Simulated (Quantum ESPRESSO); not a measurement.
Single-point calculation of Ni3Si (part 1 of 3)

System: Ni3Si (4 atoms in the cell).
Method: Kohn-Sham DFT of a periodic cell, LDA, GBRV 1.5 LDA, spin-polarised (Quantum ESPRESSO 7.5).

The structure derives from an entry of the Crystallography Open Database. The volume is scaled by 1.02.

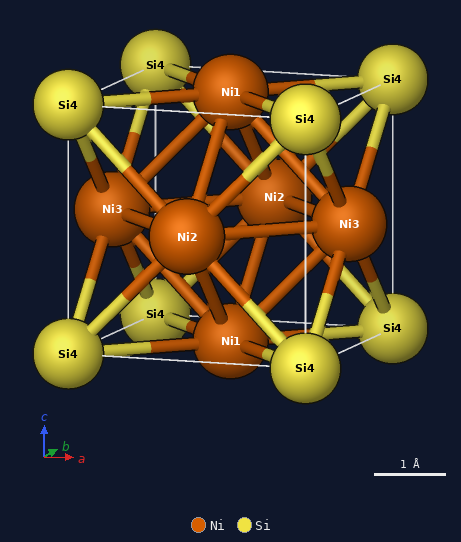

**Figure 1.** The structure (ball-and-stick view of the cell of the calculation, seen slightly off an axis; atoms are numbered from 1 in the order of the input). An atom can appear more than once, as a periodic image.

Input:
```
&CONTROL
  calculation = 'scf'
  prefix = 'pwscf'
  outdir = './tmp'
  pseudo_dir = './pseudo'
  tprnfor = .true.
  tstress = .true.
  disk_io = 'nowf'
/
&SYSTEM
  ibrav = 0
  nat = 4
  ntyp = 2
  ecutwfc = 45
  ecutrho = 360
  nbnd = 42
  occupations = 'smearing'
  smearing = 'fd'
  degauss = 0.00367493
  nspin = 2
  starting_magnetization(1) = 0.0556
  starting_magnetization(2) = 0
/
&ELECTRONS
  conv_thr = 8d-10
  electron_maxstep = 120
  mixing_beta = 0.3
/
ATOMIC_SPECIES
Ni    58.6934 ni_lda_v1.4.uspp.F.UPF
Si    28.0850 si_lda_v1.uspp.F.UPF
CELL_PARAMETERS angstrom
   3.5654576373    0.0000000000    0.0000000000
   0.0000000000    3.5654576373    0.0000000000
   0.0000000000    0.0000000000    3.5654576373
ATOMIC_POSITIONS crystal
Ni     0.5000000000    0.5000000000    0.0000000000
Ni     0.5000000000    0.0000000000    0.5000000000
Ni     0.0000000000    0.5000000000    0.5000000000
Si     0.0000000000    0.0000000000    0.0000000000
K_POINTS automatic
8 8 8 0 0 0
```

Run on 2 threads of Arm Neoverse V1, 24 GiB of memory available, shared host.

Launched with:
```bash
OMP_NUM_THREADS=1 mpirun -n 2 pw.x -nk 2 -in pw.in > pw.out
```

The program's output:
```
This program is part of the open-source Quantum ESPRESSO suite
     for quantum simulation of materials; please cite
         "P. Giannozzi et al., J. Phys.:Condens. Matter 21 395502 (2009);
         "P. Giannozzi et al., J. Phys.:Condens. Matter 29 465901 (2017);
         "P. Giannozzi et al., J. Chem. Phys. 152 154105 (2020);
          URL
     in publications or presentations arising from this work. More details at

     Message from routine setup:
     using ibrav=0 with symmetry is DISCOURAGED, use correct ibrav instead

     K-points division:     npool     =       2
     Subspace diagonalization in iterative solution of the eigenvalue problem:
     a serial algorithm will be used

     G-vector sticks info
     --------------------
     sticks:   dense  smooth     PW     G-vecs:    dense   smooth      PW
     Sum        1305     657    197                35273    12533    2109

     Using Slab Decomposition

     bravais-lattice index     =            0
     lattice parameter (alat)  =       6.7377  a.u.
     unit-cell volume          =     305.8739 (a.u.)^3
     number of atoms/cell      =            4
     number of atomic types    =            2
     number of electrons       =        58.00
     number of Kohn-Sham states=           42
     kinetic-energy cutoff     =      45.0000  Ry
     charge density cutoff     =     360.0000  Ry
     scf convergence threshold =      8.0E-10
     mixing beta               =       0.3000
     number of iterations used =            8  plain     mixing
     Exchange-correlation= SLA  PZ   NOGX NOGC
                           (   1   1   0   0   0   0   0)

     celldm(1)=   6.737738  celldm(2)=   0.000000  celldm(3)=   0.000000
     celldm(4)=   0.000000  celldm(5)=   0.000000  celldm(6)=   0.000000

     crystal axes: (cart. coord. in units of alat)
               a(1) = (   1.000000   0.000000   0.000000 )
               a(2) = (   0.000000   1.000000   0.000000 )
               a(3) = (   0.000000   0.000000   1.000000 )

     reciprocal axes: (cart. coord. in units 2 pi/alat)
               b(1) = (  1.000000  0.000000  0.000000 )
               b(2) = (  0.000000  1.000000  0.000000 )
               b(3) = (  0.000000  0.000000  1.000000 )

     PseudoPot. # 1 for Ni read from file:
     ni_lda_v1.4.uspp.F.UPF
     Pseudo is Ultrasoft + core correction, Zval = 18.0
     Generated by new atomic code, or converted to UPF format
     Using radial grid of  865 points,  6 beta functions with:
                l(1) =   0
                l(2) =   0
                l(3) =   1
                l(4) =   1
                l(5) =   2
                l(6) =   2
     Q(r) pseudized with 10 coefficients,  rinner =    0.980   0.980   0.980
                                                       0.980   0.980

     PseudoPot. # 2 for Si read from file:
     si_lda_v1.uspp.F.UPF
     Pseudo is Ultrasoft + core correction, Zval =  4.0
     Generated by new atomic code, or converted to UPF format
     Using radial grid of  899 points,  6 beta functions with:
                l(1) =   0
                l(2) =   0
                l(3) =   1
                l(4) =   1
                l(5) =   2
                l(6) =   2
     Q(r) pseudized with  8 coefficients,  rinner =    0.900   0.900   0.900
                                                       0.900   0.900

     atomic species   valence    mass     pseudopotential
     Ni               18.00    58.69340     Ni( 1.00)
     Si                4.00    28.08500     Si( 1.00)

     Starting magnetic structure
     atomic species   magnetization
     Ni              0.056
     Si              0.000

     48 Sym. Ops., with inversion, found

   Cartesian axes

     site n.     atom                  positions (alat units)
         1        Ni     tau(   1) = (   0.5000000   0.5000000   0.0000000  )
         2        Ni     tau(   2) = (   0.5000000   0.0000000   0.5000000  )
         3        Ni     tau(   3) = (   0.0000000   0.5000000   0.5000000  )
         4        Si     tau(   4) = (   0.0000000   0.0000000   0.0000000  )

     number of k points=    35  Fermi-Dirac smearing, width (Ry)=  0.0037
                       cart. coord. in units 2pi/alat
        k(    1) = (   0.0000000   0.0000000   0.0000000), wk =   0.0019531
        k(    2) = (   0.0000000   0.0000000   0.1250000), wk =   0.0117188
        k(    3) = (   0.0000000   0.0000000   0.2500000), wk =   0.0117188
        k(    4) = (   0.0000000   0.0000000   0.3750000), wk =   0.0117188
        k(    5) = (   0.0000000   0.0000000  -0.5000000), wk =   0.0058594
        k(    6) = (   0.0000000   0.1250000   0.1250000), wk =   0.0234375
        k(    7) = (   0.0000000   0.1250000   0.2500000), wk =   0.0468750
        k(    8) = (   0.0000000   0.1250000   0.3750000), wk =   0.0468750
        k(    9) = (   0.0000000   0.1250000  -0.5000000), wk =   0.0234375
        k(   10) = (   0.0000000   0.2500000   0.2500000), wk =   0.0234375
        k(   11) = (   0.0000000   0.2500000   0.3750000), wk =   0.0468750
        k(   12) = (   0.0000000   0.2500000  -0.5000000), wk =   0.0234375
        k(   13) = (   0.0000000   0.3750000   0.3750000), wk =   0.0234375
        k(   14) = (   0.0000000   0.3750000  -0.5000000), wk =   0.0234375
        k(   15) = (   0.0000000  -0.5000000  -0.5000000), wk =   0.0058594
        k(   16) = (   0.1250000   0.1250000   0.1250000), wk =   0.0156250
        k(   17) = (   0.1250000   0.1250000   0.2500000), wk =   0.0468750
        k(   18) = (   0.1250000   0.1250000   0.3750000), wk =   0.0468750
        k(   19) = (   0.1250000   0.1250000  -0.5000000), wk =   0.0234375
        k(   20) = (   0.1250000   0.2500000   0.2500000), wk =   0.0468750
        k(   21) = (   0.1250000   0.2500000   0.3750000), wk =   0.0937500
        k(   22) = (   0.1250000   0.2500000  -0.5000000), wk =   0.0468750
        k(   23) = (   0.1250000   0.3750000   0.3750000), wk =   0.0468750
        k(   24) = (   0.1250000   0.3750000  -0.5000000), wk =   0.0468750
        k(   25) = (   0.1250000  -0.5000000  -0.5000000), wk =   0.0117188
        k(   26) = (   0.2500000   0.2500000   0.2500000), wk =   0.0156250
        k(   27) = (   0.2500000   0.2500000   0.3750000), wk =   0.0468750
        k(   28) = (   0.2500000   0.2500000  -0.5000000), wk =   0.0234375
        k(   29) = (   0.2500000   0.3750000   0.3750000), wk =   0.0468750
        k(   30) = (   0.2500000   0.3750000  -0.5000000), wk =   0.0468750
        k(   31) = (   0.2500000  -0.5000000  -0.5000000), wk =   0.0117188
        k(   32) = (   0.3750000   0.3750000   0.3750000), wk =   0.0156250
        k(   33) = (   0.3750000   0.3750000  -0.5000000), wk =   0.0234375
        k(   34) = (   0.3750000  -0.5000000  -0.5000000), wk =   0.0117188
        k(   35) = (  -0.5000000  -0.5000000  -0.5000000), wk =   0.0019531

     Dense  grid:    35273 G-vectors     FFT dimensions: (  45,  45,  45)

     Smooth grid:    12533 G-vectors     FFT dimensions: (  30,  30,  30)

     Check: negative core charge=   -0.000006
     Generating pointlists ...
     new r_m :   0.2917 (alat units)  1.9653 (a.u.) for type    1
     new r_m :   0.2917 (alat units)  1.9653 (a.u.) for type    2

     Initial potential from superposition of free atoms

     starting charge      51.9994, renormalised to      58.0000
     Starting wfcs are   43 randomized atomic wfcs

     Self-consistent Calculation

     iteration #  1     ecut=    45.00 Ry     beta= 0.30
     Davidson diagonalization with overlap
     ethr =  1.00E-02,  avg # of iterations =  6.0

     total energy              =   -1001.35783487 Ry
     estimated scf accuracy    <     140.75136373 Ry

     total magnetization       =     0.29 Bohr mag/cell
     absolute magnetization    =     0.35 Bohr mag/cell

     iteration #  2     ecut=    45.00 Ry     beta= 0.30
     Davidson diagonalization with overlap
     ethr =  1.00E-02,  avg # of iterations =  3.0

     total energy              =   -1037.53887712 Ry
     estimated scf accuracy    <      27.69541607 Ry

     total magnetization       =     0.09 Bohr mag/cell
     absolute magnetization    =     0.16 Bohr mag/cell

     iteration #  3     ecut=    45.00 Ry     beta= 0.30
     Davidson diagonalization with overlap
     ethr =  1.00E-02,  avg # of iterations =  2.0

     total energy              =   -1039.85815966 Ry
     estimated scf accuracy    <       2.27926971 Ry

     total magnetization       =     0.14 Bohr mag/cell
     absolute magnetization    =     0.45 Bohr mag/cell

     iteration #  4     ecut=    45.00 Ry     beta= 0.30
     Davidson diagonalization with overlap
     ethr =  3.93E-03,  avg # of iterations =  1.0

     total energy              =   -1039.44334728 Ry
     estimated scf accuracy    <       1.74998184 Ry

     total magnetization       =     0.13 Bohr mag/cell
     absolute magnetization    =     0.45 Bohr mag/cell

     iteration #  5     ecut=    45.00 Ry     beta= 0.30
     Davidson diagonalization with overlap
     ethr =  3.02E-03,  avg # of iterations =  2.2

     total energy              =   -1038.49229093 Ry
     estimated scf accuracy    <       2.71199981 Ry

     total magnetization       =     0.05 Bohr mag/cell
     absolute magnetization    =     0.22 Bohr mag/cell

     iteration #  6     ecut=    45.00 Ry     beta= 0.30
     Davidson diagonalization with overlap
     ethr =  3.02E-03,  avg # of iterations =  2.2

     total energy              =   -1039.46019793 Ry
     estimated scf accuracy    <       2.02401084 Ry

     total magnetization       =     0.46 Bohr mag/cell
     absolute magnetization    =     0.59 Bohr mag/cell

     iteration #  7     ecut=    45.00 Ry     beta= 0.30
     Davidson diagonalization with overlap
     ethr =  3.02E-03,  avg # of iterations =  1.0

     total energy              =   -1039.22677434 Ry
     estimated scf accuracy    <       0.88728930 Ry

     total magnetization       =     0.29 Bohr mag/cell
     absolute magnetization    =     0.43 Bohr mag/cell

     iteration #  8     ecut=    45.00 Ry     beta= 0.30
     Davidson diagonalization with overlap
     ethr =  1.53E-03,  avg # of iterations =  1.9

     total energy              =   -1039.35720492 Ry
     estimated scf accuracy    <       0.00994004 Ry

     total magnetization       =     0.10 Bohr mag/cell
     absolute magnetization    =     0.18 Bohr mag/cell

     iteration #  9     ecut=    45.00 Ry     beta= 0.30
     Davidson diagonalization with overlap
     ethr =  1.71E-05,  avg # of iterations =  2.5

     total energy              =   -1039.36020934 Ry
     estimated scf accuracy    <       0.00087869 Ry

     total magnetization       =     0.10 Bohr mag/cell
     absolute magnetization    =     0.18 Bohr mag/cell

     iteration # 10     ecut=    45.00 Ry     beta= 0.30
     Davidson diagonalization with overlap
     ethr =  1.51E-06,  avg # of iterations =  3.1

     total energy              =   -1039.35769154 Ry
     estimated scf accuracy    <       0.01052123 Ry

     total magnetization       =     0.06 Bohr mag/cell
     absolute magnetization    =     0.12 Bohr mag/cell

     iteration # 11     ecut=    45.00 Ry     beta= 0.30
     Davidson diagonalization with overlap
     ethr =  1.51E-06,  avg # of iterations =  2.4

     total energy              =   -1039.35960930 Ry
     estimated scf accuracy    <       0.00088536 Ry

     total magnetization       =     0.05 Bohr mag/cell
     absolute magnetization    =     0.09 Bohr mag/cell

     iteration # 12     ecut=    45.00 Ry     beta= 0.30
     Davidson diagonalization with overlap
     ethr =  1.51E-06,  avg # of iterations =  1.0

     total energy              =   -1039.35969885 Ry
     estimated scf accuracy    <       0.00055587 Ry

     total magnetization       =     0.06 Bohr mag/cell
     absolute magnetization    =     0.09 Bohr mag/cell

     iteration # 13     ecut=    45.00 Ry     beta= 0.30
     Davidson diagonalization with overlap
     ethr =  9.58E-07,  avg # of iterations =  1.0

     total energy              =   -1039.35949514 Ry
     estimated scf accuracy    <       0.00119556 Ry

     total magnetization       =     0.02 Bohr mag/cell
     absolute magnetization    =     0.04 Bohr mag/cell

     iteration # 14     ecut=    45.00 Ry     beta= 0.30
     Davidson diagonalization with overlap
     ethr =  9.58E-07,  avg # of iterations =  1.5

     total energy              =   -1039.35953272 Ry
     estimated scf accuracy    <       0.00015762 Ry

     total magnetization       =    -0.00 Bohr mag/cell
     absolute magnetization    =     0.01 Bohr mag/cell

     iteration # 15     ecut=    45.00 Ry     beta= 0.30
     Davidson diagonalization with overlap
     ethr =  2.72E-07,  avg # of iterations =  2.0

     total energy              =   -1039.35955562 Ry
     estimated scf accuracy    <       0.00000029 Ry

     total magnetization       =    -0.00 Bohr mag/cell
     absolute magnetization    =     0.00 Bohr mag/cell

     iteration # 16     ecut=    45.00 Ry     beta= 0.30
     Davidson diagonalization with overlap
     ethr =  5.00E-10,  avg # of iterations =  3.8

     total energy              =   -1039.35955504 Ry
     estimated scf accuracy    <       0.00000321 Ry

     total magnetization       =     0.00 Bohr mag/cell
     absolute magnetization    =     0.00 Bohr mag/cell

     iteration # 17     ecut=    45.00 Ry     beta= 0.30
     Davidson diagonalization with overlap
     ethr =  5.00E-10,  avg # of iterations =  2.2

     total energy              =   -1039.35955544 Ry
     estimated scf accuracy    <          6.4E-09 Ry

     total magnetization       =    -0.00 Bohr mag/cell
     absolute magnetization    =     0.00 Bohr mag/cell

     iteration # 18     ecut=    45.00 Ry     beta= 0.30
     Davidson diagonalization with overlap
     ethr =  1.11E-11,  avg # of iterations =  3.0

     total energy              =   -1039.35955544 Ry
     estimated scf accuracy    <       0.00000004 Ry

     total magnetization       =     0.00 Bohr mag/cell
     absolute magnetization    =     0.00 Bohr mag/cell

     iteration # 19     ecut=    45.00 Ry     beta= 0.30
     Davidson diagonalization with overlap
     ethr =  1.11E-11,  avg # of iterations =  2.0

     Magnetic moment per site  (integrated on atomic sphere of radius R)
     atom   1 (R=0.292)  charge= 16.8288  magn= -0.0000
     atom   2 (R=0.292)  charge= 16.8288  magn= -0.0000
     atom   3 (R=0.292)  charge= 16.8288  magn= -0.0000
     atom   4 (R=0.292)  charge=  2.1143  magn=  0.0000

     End of self-consistent calculation

 ------ SPIN UP ------------

          k = 0.0000 0.0000 0.0000 (  1551 PWs)   bands (ev):

   -86.4546 -86.4249 -86.4249 -47.3517 -47.3517 -47.3517 -47.3058 -47.3058
   -47.3058 -47.1558 -47.1558 -47.1558   4.2823  11.2079  12.0319  12.0319
    12.5019  12.5019  12.5019  14.3739  14.3739  14.3739  15.0100  15.0100
    15.0100  15.2492  15.2492  15.5568  15.8487  15.8487  15.8487  20.1005
    21.9279  21.9279  25.8908  25.8908  25.8908  29.3518  29.3518  29.3518
    29.4804  29.4804

          k = 0.0000 0.0000 0.1250 (  1555 PWs)   bands (ev):

   -86.4536 -86.4259 -86.4249 -47.3494 -47.3494 -47.3486 -47.3066 -47.3066
   -47.3060 -47.1594 -47.1574 -47.1574   4.4582  11.2072  11.7905  12.1544
    12.4858  12.4858  12.5506  14.0832  14.0832  14.3210  14.5265  15.1046
    15.1046  15.2418  15.2515  15.4865  15.8489  16.2066  16.2066  20.4574
    21.9089  22.5062  25.3302  25.3302  25.5138  28.1739  28.1739  28.5483
    29.4604  31.6756

          k = 0.0000 0.0000 0.2500 (  1554 PWs)   bands (ev):

   -86.4508 -86.4286 -86.4248 -47.3431 -47.3431 -47.3405 -47.3090 -47.3090
   -47.3065 -47.1686 -47.1613 -47.1613   4.9679  10.4538  11.7525  12.4240
    12.4240  12.4895  12.6825  13.8053  13.8053  14.0862  14.1787  14.9541
    14.9541  15.0430  15.2082  15.3278  15.8493  17.1618  17.1618  20.6308
    21.8548  23.5808  23.7452  23.7452  25.6618  27.1845  28.5290  28.5290
    29.4107  33.7592

          k = 0.0000 0.0000 0.3750 (  1546 PWs)   bands (ev):
```
